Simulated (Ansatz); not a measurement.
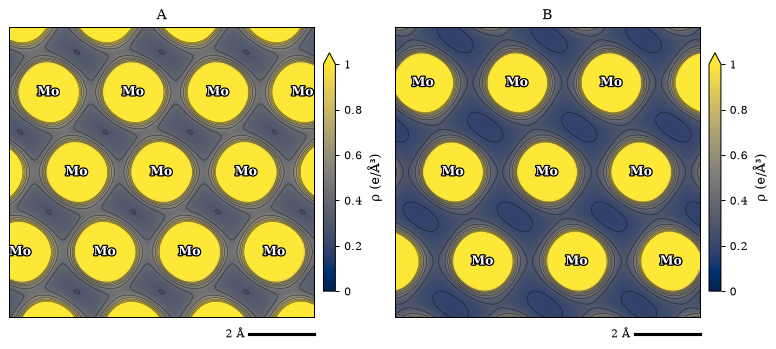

Mo. The valence charge density (pseudo) of two cells that differ in size and shape, on the (010) plane of each (indices in the axes of the calculation cell), at one length scale and on one colour scale; one has 13.7 and the other 18.8 Å³ an atom.

The calculation used DFT r2SCAN, scalar-relativistic, plane waves, PAW in Ansatz.

The larger cell:

```
CELL_PARAMETERS angstrom
-1.69668 1.69668 1.63384
1.69668 -1.69668 1.63384
1.69668 1.69668 -1.63384
ATOMIC_POSITIONS crystal
Mo 0.00000 0.00000 0.00000
```

The smaller cell: a = 2.612 Å, b = 2.612 Å, c = 2.612 Å, α = 109.47°, β = 109.47°, γ = 109.47°.

### Which is the denser cell? Describe the effect of the change.

Panel A is the smaller cell, by 27 % in volume. From the larger cell to the smaller, Mo–Mo goes from 2.90 to 2.61 Å, and the density at its midpoint from 0.29 to 0.45 e/Å³, the ELF there from 0.35 to 0.25; the pressure goes from −34 to 46 GPa.
